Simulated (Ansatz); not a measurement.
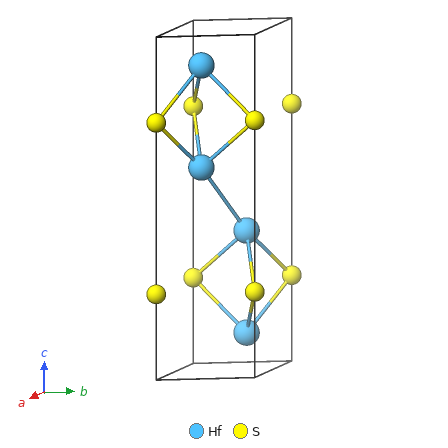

System: Hf₂S, space group P6_3/mmc (No. 194). The picture shows the cell.

Input file:
```
crystal:
  lattice:
    - [3.312824011, 0.0, 0.0]
    - [-1.6564120055, 2.8689897518, 0.0]
    - [0.0, 0.0, 11.6063226704]
  atoms:
    - { symbol: Hf, position: [0.6666666667, 0.3333333333, 0.898830387] }
    - { symbol: Hf, position: [0.3333333333, 0.6666666667, 0.398830387] }
    - { symbol: Hf, position: [0.6666666667, 0.3333333333, 0.601169613] }
    - { symbol: Hf, position: [0.3333333333, 0.6666666667, 0.101169613] }
    - { symbol: S, position: [0.0, 0.0, 0.75] }
    - { symbol: S, position: [0.0, 0.0, 0.25] }
basis:
  ecutwfc: 420
kpoints:
  mp_grid: { grid: [12, 12, 4] }
hamiltonian:
  xc: lda
scf:
  occupations: { method: fermi_dirac, width: 0.15 }
output:
  forces: true
  stress: true
  eigenvalues: true
elastic:
  mode: relaxed_ion
  amplitude: 0.005
  stencil: two_point
```

Run as:
```bash
ansatz run input.yaml --threads 2 --pin off --max-ram 6144MiB --backend cpu --events-out ev --progress --plain --runs-dir out
```

Computed with Ansatz 0.2.0: elastic stress-strain coefficients at zero temperature from small strains of the given cell, Voigt order xx yy zz yz xz xy, Cartesian axes of the cell vectors; plane waves with PAW datasets, Γ-centred k mesh. Level: LDA, no spin polarisation.

wave cutoff 420 eV; k mesh 12×12×4; occupations Fermi–Dirac; smearing width 0.15 eV; ions relaxed; strain amplitude 0.005.

Describe the result: the Young's modulus as a function of direction in the xy, xz and yz planes.

Over all directions E runs from 162 to 242 GPa, a ratio of 1.49. E is 162 GPa along x, 162 GPa along y and 227 GPa along z, and 211 GPa along the body diagonal x + y + z. The Hill averages are K = 149 GPa and G = 80 GPa, Poisson's ratio 0.27; K/G = 1.88.

Stiffness matrix C (GPa), Voigt order:
```csv
,xx,yy,zz,yz,xz,xy
xx,219.2,96.4,107.3,0.0,0.0,0.0
yy,96.4,219.2,107.3,0.0,0.0,0.0
zz,107.3,107.3,299.5,0.0,0.0,0.0
yz,0.0,0.0,0.0,102.6,0.0,0.0
xz,0.0,0.0,0.0,0.0,102.6,0.0
xy,0.0,0.0,0.0,0.0,0.0,61.4
```

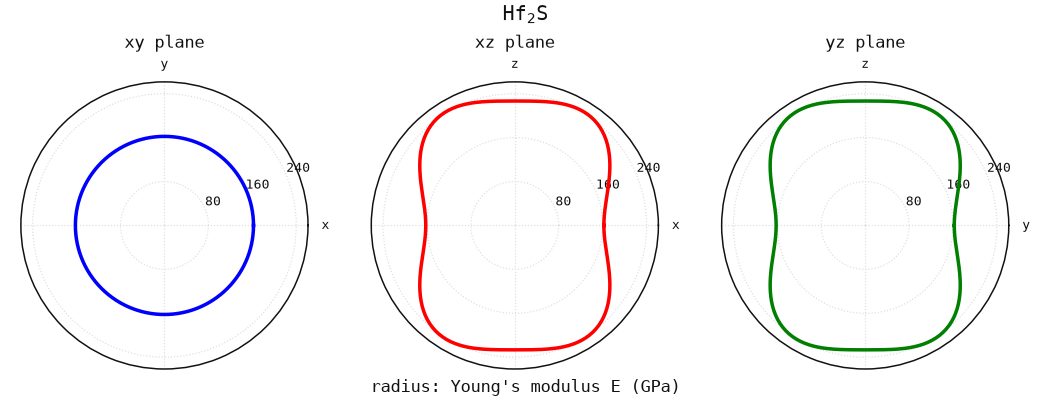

Limits of the calculation: metal sensitive to the k mesh.
